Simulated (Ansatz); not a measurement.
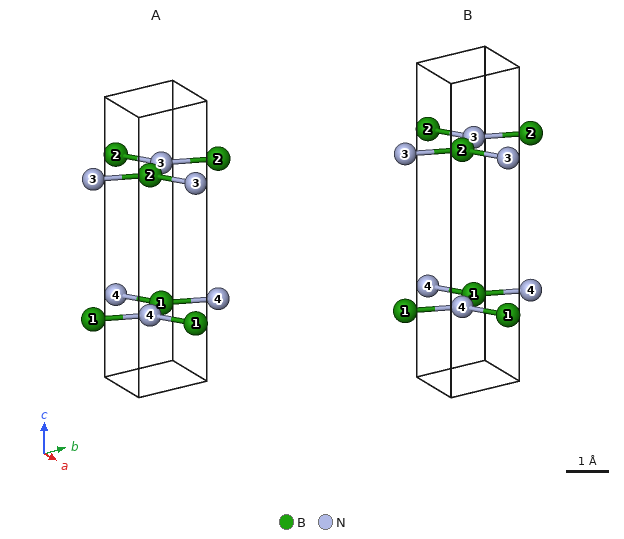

Two geometries of a crystal of BN (set up in P6_3/mmc), drawn at one scale. One is the start of a relaxation, the other its converged end. A ball-and-stick model of the cell of the calculation, seen slightly off an axis.

The calculation used DFT r2SCAN, scalar-relativistic, plane waves, PAW in Ansatz. (plane-wave cutoff 500 eV; k-point mesh 12 × 12 × 4; occupations gaussian; smearing width 0.02 eV; no spin polarisation; cell and atoms relaxed; force threshold 0.005 eV/Å; at most 80 steps)

### Which geometry has the lower energy?

Structure A is the relaxed one. The energy falls by 6.1 meV per atom in 4 accepted moves (5 points after the start). All forces vanish by symmetry, so only the cell relaxes. Pressure: −3.25 GPa at the start and 0.00 GPa at the end. The SCF was repeated once at an unchanged geometry on a basis and grid sized afresh for the cell, which shifted the energy by 0.4 meV per atom at most. The atoms keep their places relative to the cell (all moves are under 0.005 Å). The volume changes by −11.6 %, with a = b 2.512 → 2.501 Å (−0.5 %), c 7.707 → 6.874 Å (−10.8 %). Among the contacts that change: B1–N4 1.451 → 1.444 Å. The space group stays P6_3/mmc (No. 194).
